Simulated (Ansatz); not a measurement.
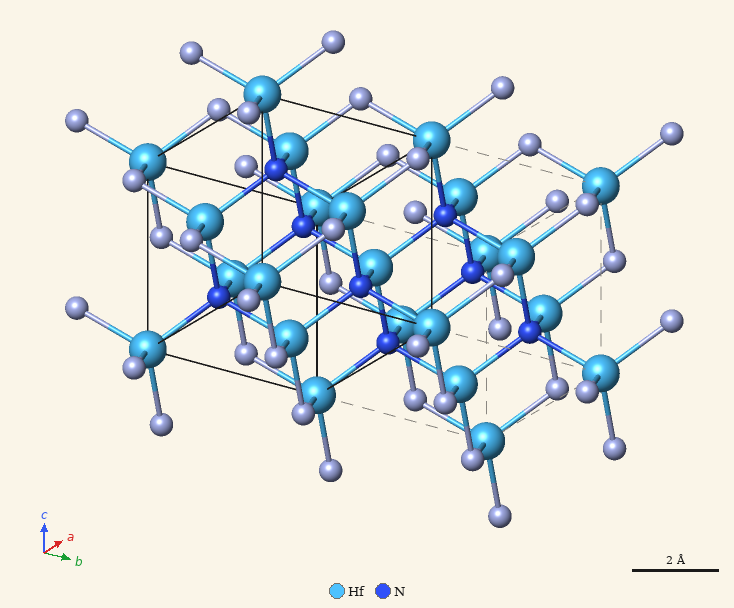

Shown here is a ball-and-stick view of the crystal, taken from a general direction. The conventional unit cell (solid box) is repeated to 1×2×1 cells. Every bond is drawn to its end, so some atoms lie outside the box, in fainter colours.

HfN, space group F-43m (No. 216), a = 4.76 Å, b = 4.76 Å, c = 4.76 Å, α = 90.00°, β = 90.00°, γ = 90.00°.

Setup: DFT PBE, scalar-relativistic, plane waves, PAW (Ansatz 0.2.0); cutoff 420 eV, k-points about 0.16 Å⁻¹ apart, Gaussian smearing of 0.1 eV, no spin polarisation.

> Predict the gap.

A metal: bands cross the Fermi level.

> How far is the cell from zero pressure?

The computed pressure is 22.0 GPa (compressed: it would expand).

Provenance: a structure listed in the Materials Project. The cell was then strained or its atoms displaced on purpose. Ansatz was used for an electronic-structure calculation on it.

At this level of theory the cell isn't at rest (compressed, at 22 GPa), so its distances can differ from those at equilibrium, the more so the softer the solid.
